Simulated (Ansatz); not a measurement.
**Hf3S8: one change and its effect**

System: Hf3S8 (defect cell, 11 atoms in the cell, total charge −4).
Method of run A: DFT LDA, scalar-relativistic, plane waves, PAW, no spin polarisation (Ansatz 0.2.0).

The structure derives from a Materials Project entry. Text and figures count atoms from 1; the logs count them from 0 in places.

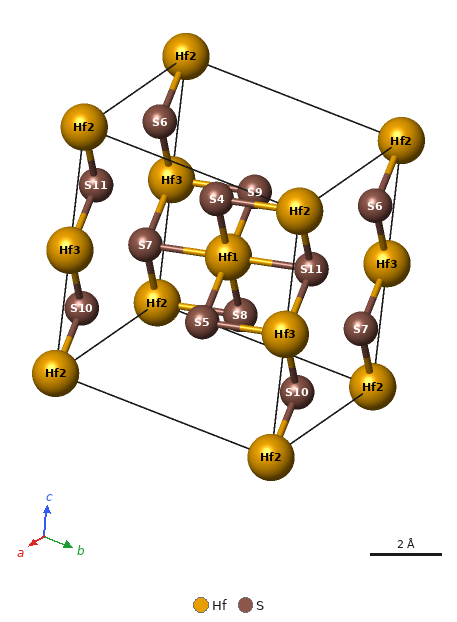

**Figure 1.** The structure as given in the input (ball-and-stick view of the cell of the calculation, seen slightly off an axis; atoms are numbered from 1 in the order of the input). Near neighbours in the crystal (not all of them lie inside the picture): Hf has 6 S at 2.51 Å; S has 2 Hf at 2.51 Å; S has 3 Hf at 2.51 Å.

**Input, run A**
```yaml
crystal:
  lattice:
    - [-1.778369426, -3.0802262006, -5.6836595072]
    - [-1.778369426, -3.0802262006, 5.6836595072]
    - [-3.5567388522, 6.1604524011, 0.0]
  atoms:
    - { symbol: Hf, position: [0.5, 0.5, 0.5] }
    - { symbol: Hf, position: [0.0, 0.0, 0.0] }
    - { symbol: Hf, position: [0.0, 0.0, 0.5] }
    - { symbol: S, position: [0.7938523428, 0.5394809906, 0.8333333333] }
    - { symbol: S, position: [0.7938523428, 0.5394809906, 0.3333333333] }
    - { symbol: S, position: [0.2938523428, 0.0394809906, 0.8333333333] }
    - { symbol: S, position: [0.2938523428, 0.0394809906, 0.3333333333] }
    - { symbol: S, position: [0.2061476572, 0.4605190094, 0.1666666667] }
    - { symbol: S, position: [0.2061476572, 0.4605190094, 0.6666666667] }
    - { symbol: S, position: [0.7061476572, 0.9605190094, 0.1666666667] }
    - { symbol: S, position: [0.7061476572, 0.9605190094, 0.6666666667] }
total_charge: -4
basis:
  ecutwfc: 420
kpoints:
  mp_grid: { grid: [4, 4, 4] }
hamiltonian:
  xc: lda
  pseudopotentials: { kind: paw }
scf:
  occupations: { method: gaussian, width: 0.05 }
output:
  forces: true
  stress: true
  eigenvalues: true
  write_density: true
  write_potential: true
  elf: true
  volumetric_format: npy
```

Launched with:
```bash
ansatz run input.yaml --threads 4 --pin off --max-ram 8192MiB --backend cpu --events-out ev --progress --plain --runs-dir out
```

Hardware: 4 threads of Arm Neoverse N1, 98 GiB of memory available, shared host.

**Output, shortened to warnings, some set-up lines, iterations and results (run A)**
```
Basis set: ecut = 420 eV, 4893 PW (Γ)
Symmetry: 4 space group operations
k-points: 24 of 64
Initial density: superposition of atomic densities (neutral atoms scaled as one to the charged cell's electrons: chi_scale 0, normalization atom), corrected by the library's trained network
[...]
SCF iter   1: F=—  HF=-53399.233569 eV  |F-HF|=—  |Δ(HF+E_count)|=         —  Δρ=1.40e-1  dr2=1.11e2  ethr=1.77e-3  ⟨swp⟩=6.8  Hψ=8216  notcnv=0  defer=21
SCF iter   2: F=—  HF=-53371.375454 eV  |F-HF|=—  |Δ(HF+E_count)|=    2.79e1  Δρ=3.76e-2  dr2=1.22e1  ethr=1.77e-3  ⟨swp⟩=4.8  Hψ=5179  notcnv=0  defer=136
SCF iter   3: F=—  HF=-53366.301424 eV  |F-HF|=—  |Δ(HF+E_count)|=    5.07e0  Δρ=2.20e-2  dr2=1.79e0  ethr=1.77e-3  ⟨swp⟩=3.5  Hψ=4711  notcnv=0  defer=134
SCF iter   4: F=—  HF=-53365.585692 eV  |F-HF|=—  |Δ(HF+E_count)|=   7.16e-1  Δρ=1.07e-2  dr2=4.21e-1  ethr=1.38e-3  ⟨swp⟩=4.2  Hψ=4222  notcnv=0  defer=121
SCF iter   5: F=—  HF=-53365.760234 eV  |F-HF|=—  |Δ(HF+E_count)|=   1.75e-1  Δρ=6.94e-3  dr2=3.99e-1  ethr=3.24e-4  ⟨swp⟩=3.3  Hψ=3747  notcnv=0  defer=122
SCF iter   6: F=—  HF=-53365.681138 eV  |F-HF|=—  |Δ(HF+E_count)|=   7.91e-2  Δρ=1.72e-3  dr2=2.17e-2  ethr=3.07e-4  ⟨swp⟩=3.2  Hψ=2652  notcnv=0  defer=122
SCF iter   7: F=—  HF=-53365.676124 eV  |F-HF|=—  |Δ(HF+E_count)|=   5.01e-3  Δρ=5.20e-4  dr2=2.59e-3  ethr=1.67e-5  ⟨swp⟩=2.0  Hψ=2928  notcnv=0  defer=121
SCF iter   8: F=—  HF=-53365.675684 eV  |F-HF|=—  |Δ(HF+E_count)|=   4.40e-4  Δρ=1.71e-4  dr2=1.34e-4  ethr=1.99e-6  ⟨swp⟩=2.0  Hψ=3311  notcnv=0  defer=121
SCF iter   9: F=—  HF=-53365.675670 eV  |F-HF|=—  |Δ(HF+E_count)|=   1.48e-5  Δρ=1.20e-4  dr2=8.31e-5  ethr=1.03e-7  ⟨swp⟩=2.0  Hψ=3417  notcnv=0  defer=121
SCF iter  10: F=—  HF=-53365.675494 eV  |F-HF|=—  |Δ(HF+E_count)|=   1.75e-4  Δρ=2.71e-5  dr2=2.52e-6  ethr=6.39e-8  ⟨swp⟩=2.0  Hψ=3278  notcnv=0  defer=121
SCF iter  11: F=—  HF=-53365.675494 eV  |F-HF|=—  |Δ(HF+E_count)|=   1.36e-7  Δρ=1.24e-5  dr2=6.35e-7  ethr=1.94e-9  ⟨swp⟩=2.0  Hψ=3303  notcnv=0  defer=121
SCF iter  12: F=-53365.675494 eV  HF=-53365.675494 eV  |F-HF|=3.26e-8  |Δ(HF+E_count)|=   6.17e-8  Δρ=2.91e-6  dr2=3.48e-8  ethr=7.69e-11  ⟨swp⟩=16.5  Hψ=16370  notcnv=0
SCF 1 converged in 12 iterations: F = -53365.675494 eV  dr2 = 3.48e-8
SCF converged after 12 iterations
Free energy (F): -53365.675494 eV
Harris-Foulkes:  -53365.675494 eV  (|F-HF|=3.26e-8)
Internal energy: -53365.675494 eV  (E = F + TS)
E sigma→0 (E₀):  -53365.675494 eV
Entropy (-TS):   -0.000000 eV (-0.000 meV/atom)
Fermi energy:    8.568679 eV
--- Per-component energies (eV) ---
  E_band       = -700.681207
  E_kinetic    = 2187.644978
  E_local      = -25665.384165  (includes V_loc(G=0)·N_el)
  E_nonlocal   = -3454.513295
  E_hartree    = 11795.421773
  E_xc         = -1702.722812
  E_vxc        = -1553.138975  (∫ρ·V_xc dr)
  E_paw        = -24612.271790  (= ΣΔE_a)
  E_vpaw       = 4193.864515  (= ΣTr[D̂ρ^β])
  E_aug_tail   = 0.000009  (compensation charges beyond the density's cutoff)
  E_ewald      = -11922.447500
  E_core_change = 8.597308  (= ΣΔE_core)
  E_smearing   = -0.000000  (= −TS)
  E_closure    = 0.000000  (closes the sum)
  E_deformation_potential = -59.112392  (in the stress; not in F)
  Σ components = -53365.675494   (vs F -53365.675494, Δ=0.00e0)
--- Forces (eV/Å), atoms counted from 1 ---
  atom   1  Hf     0.00000000     0.00000000     0.00000000
  atom   2  Hf     0.00000000     0.00000000     0.00000000
  atom   3  Hf     0.00000000     0.00000000     0.00000000
  atom   4  S     -0.02822793    -0.56918531     0.74953667
  atom   5  S     -0.54913442     0.31704290     0.87345159
  atom   6  S      0.47881498     0.30903876     0.74953667
  atom   7  S      0.03182074    -0.01837171    -0.12454237
  atom   8  S      0.02822793     0.56918531    -0.74953667
  atom   9  S      0.54913442    -0.31704290    -0.87345159
  atom  10  S     -0.47881498    -0.30903876    -0.74953667
  atom  11  S     -0.03182074     0.01837171     0.12454237
  max |Σ_I F_I| component: 2.22e-16 eV/Å
--- Stress (GPa, compression-positive) ---
       -6.873927      -0.183024       0.117523
       -0.183024      -7.085266      -0.067852
        0.117523      -0.067852      -6.275738
  P = ⅓ Tr σ = -6.7450 GPa (-67.450 kbar)
```

Run B used a changed input.

**The two runs side by side**

| quantity | run A | run B |
| --- | --- | --- |
| outcome | converged | converged |
| free energy per atom (eV) | −4851.4250 | −4851.3964 |
| gap on the mesh (eV) | 0.30 | 0.31 |
| largest force (eV/Å) | 1.079 | 2.918 |
| SCF iterations | 12 | 13 |
| irreducible k-points | 24 | 36 |
| plane waves at Γ | 4893 | 4893 |
| wall time (shared host) | 28 s | 65 s |

What was changed in the input?

The change (lines with − go, lines with + come):
```diff
-    - { symbol: Hf, position: [0.5, 0.5, 0.5] }
+    - { symbol: Hf, position: [0.5378705953, 0.5378705953, 0.5189352977] }
```

With the same functional and potentials, run B lies 28.7 meV per atom higher. The largest force goes from 1.079 to 2.918 eV/Å. The SCF takes 13 iterations against 12. The irreducible k-points go from 24 to 36. On the same kind of shared host run B took about 2.3 times as long.

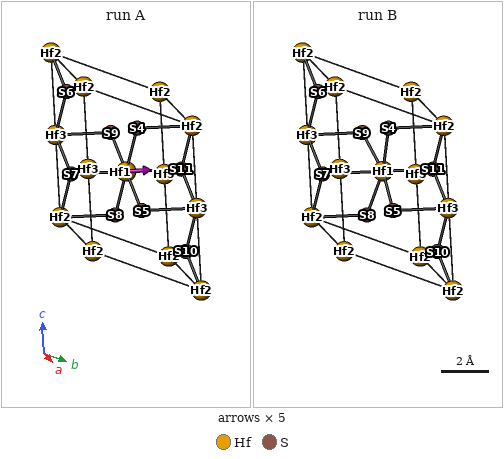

**Figure 2.** The two input geometries at one scale (ball-and-stick view of the cell of the calculation, seen slightly off an axis). The pink arrows on the first give the shifts of the atoms relative to the cell, magnified 5 times. The largest move is that of Hf1, 0.23 Å. S stays in place. The cell stays as it was. Among the contacts that change: Hf1–S7 2.511 → 2.705 Å, Hf1–S11 2.511 → 2.324 Å, Hf1–S8 2.511 → 2.615 Å, Hf1–S4 2.511 → 2.425 Å.

**Output, shortened to warnings, some set-up lines, iterations and results (run B)**
```
Basis set: ecut = 420 eV, 4893 PW (Γ)
Symmetry: 1 space group operations
k-points: 36 of 64 (time reversal used)
Initial density: superposition of atomic densities (neutral atoms scaled as one to the charged cell's electrons: chi_scale 0, normalization atom), corrected by the library's trained network
[...]
SCF iter   1: F=—  HF=-53399.337429 eV  |F-HF|=—  |Δ(HF+E_count)|=         —  Δρ=1.41e-1  dr2=1.13e2  ethr=1.77e-3  ⟨swp⟩=6.7  Hψ=12262  notcnv=0  defer=50
SCF iter   2: F=—  HF=-53371.137968 eV  |F-HF|=—  |Δ(HF+E_count)|=    2.82e1  Δρ=3.76e-2  dr2=1.23e1  ethr=1.77e-3  ⟨swp⟩=4.7  Hψ=7953  notcnv=0  defer=244
SCF iter   3: F=—  HF=-53366.007611 eV  |F-HF|=—  |Δ(HF+E_count)|=    5.13e0  Δρ=2.23e-2  dr2=1.86e0  ethr=1.77e-3  ⟨swp⟩=3.2  Hψ=7100  notcnv=0  defer=244
SCF iter   4: F=—  HF=-53365.275027 eV  |F-HF|=—  |Δ(HF+E_count)|=   7.33e-1  Δρ=1.08e-2  dr2=4.37e-1  ethr=1.43e-3  ⟨swp⟩=3.4  Hψ=6039  notcnv=0  defer=244
SCF iter   5: F=—  HF=-53365.447586 eV  |F-HF|=—  |Δ(HF+E_count)|=   1.73e-1  Δρ=7.02e-3  dr2=4.13e-1  ethr=3.36e-4  ⟨swp⟩=3.3  Hψ=5375  notcnv=0  defer=244
SCF iter   6: F=—  HF=-53365.366422 eV  |F-HF|=—  |Δ(HF+E_count)|=   8.12e-2  Δρ=1.81e-3  dr2=2.40e-2  ethr=3.18e-4  ⟨swp⟩=3.8  Hψ=3776  notcnv=0  defer=246
SCF iter   7: F=—  HF=-53365.361254 eV  |F-HF|=—  |Δ(HF+E_count)|=   5.17e-3  Δρ=5.67e-4  dr2=2.26e-3  ethr=1.85e-5  ⟨swp⟩=2.2  Hψ=4529  notcnv=0  defer=245
SCF iter   8: F=—  HF=-53365.360677 eV  |F-HF|=—  |Δ(HF+E_count)|=   5.78e-4  Δρ=3.73e-4  dr2=8.92e-4  ethr=1.74e-6  ⟨swp⟩=2.1  Hψ=5024  notcnv=0  defer=244
SCF iter   9: F=—  HF=-53365.360308 eV  |F-HF|=—  |Δ(HF+E_count)|=   3.69e-4  Δρ=1.38e-4  dr2=8.48e-5  ethr=6.86e-7  ⟨swp⟩=2.0  Hψ=4832  notcnv=0  defer=244
SCF iter  10: F=—  HF=-53365.360153 eV  |F-HF|=—  |Δ(HF+E_count)|=   1.55e-4  Δρ=2.78e-5  dr2=4.02e-6  ethr=6.53e-8  ⟨swp⟩=2.0  Hψ=4170  notcnv=0  defer=244
SCF iter  11: F=—  HF=-53365.360153 eV  |F-HF|=—  |Δ(HF+E_count)|=   1.53e-7  Δρ=1.21e-5  dr2=6.86e-7  ethr=3.09e-9  ⟨swp⟩=2.0  Hψ=4916  notcnv=0  defer=244
SCF iter  12: F=—  HF=-53365.360153 eV  |F-HF|=—  |Δ(HF+E_count)|=   4.04e-8  Δρ=4.26e-6  dr2=6.45e-8  ethr=7.69e-11  ⟨swp⟩=18.2  Hψ=26398  notcnv=0
SCF iter  13: F=-53365.360153 eV  HF=-53365.360153 eV  |F-HF|=5.47e-8  |Δ(HF+E_count)|=   1.61e-8  Δρ=2.49e-6  dr2=2.55e-8  ethr=4.96e-11  ⟨swp⟩=9.2  Hψ=18402  notcnv=0
SCF 1 converged in 13 iterations: F = -53365.360153 eV  dr2 = 2.55e-8
SCF converged after 13 iterations
Free energy (F): -53365.360153 eV
Harris-Foulkes:  -53365.360153 eV  (|F-HF|=5.47e-8)
Internal energy: -53365.360152 eV  (E = F + TS)
E sigma→0 (E₀):  -53365.360153 eV
Entropy (-TS):   -0.000000 eV (-0.000 meV/atom)
Fermi energy:    8.569713 eV
--- Per-component energies (eV) ---
  E_band       = -699.371291
  E_kinetic    = 2189.582445
  E_local      = -25750.012679  (includes V_loc(G=0)·N_el)
  E_nonlocal   = -3454.148626
  E_hartree    = 11838.236907
  E_xc         = -1703.244601
  E_vxc        = -1553.795264  (∫ρ·V_xc dr)
  E_paw        = -24612.864206  (= ΣΔE_a)
  E_vpaw       = 4192.537839  (= ΣTr[D̂ρ^β])
  E_aug_tail   = 0.000009  (compensation charges beyond the density's cutoff)
  E_ewald      = -11881.506709
  E_core_change = 8.597308  (= ΣΔE_core)
  E_smearing   = -0.000000  (= −TS)
  E_closure    = -0.000000  (closes the sum)
  E_deformation_potential = -59.112392  (in the stress; not in F)
  Σ components = -53365.360153   (vs F -53365.360153, Δ=0.00e0)
--- Forces (eV/Å), atoms counted from 1 ---
  atom   1  Hf     2.50508268     1.37215765    -0.59569235
  atom   2  Hf    -1.39635255     0.07703127    -0.05941308
  atom   3  Hf    -0.58871594    -1.22372916    -0.07143275
  atom   4  S     -0.03835201    -0.47680554     0.57546932
  atom   5  S     -0.48671345     0.28542956     0.72750876
  atom   6  S      0.44918990     0.28195853     0.72407800
  atom   7  S      0.00828041    -0.01474388     0.21169333
  atom   8  S      0.10517179     0.61977222    -0.85313569
  atom   9  S      0.61906638    -0.25030697    -0.94527539
  atom  10  S     -0.48117570    -0.31787007    -0.75525736
  atom  11  S     -0.69547989    -0.35288097     1.04146243
  max |Σ_I F_I| component: 1.26e-5 eV/Å
--- Stress (GPa, compression-positive) ---
       -6.106049       0.119144      -0.418588
        0.119144      -6.624460      -0.380994
       -0.418588      -0.380994      -5.647417
  P = ⅓ Tr σ = -6.1260 GPa (-61.260 kbar)
```

For both runs: Spin–orbit coupling is left out, which matters for Hf.
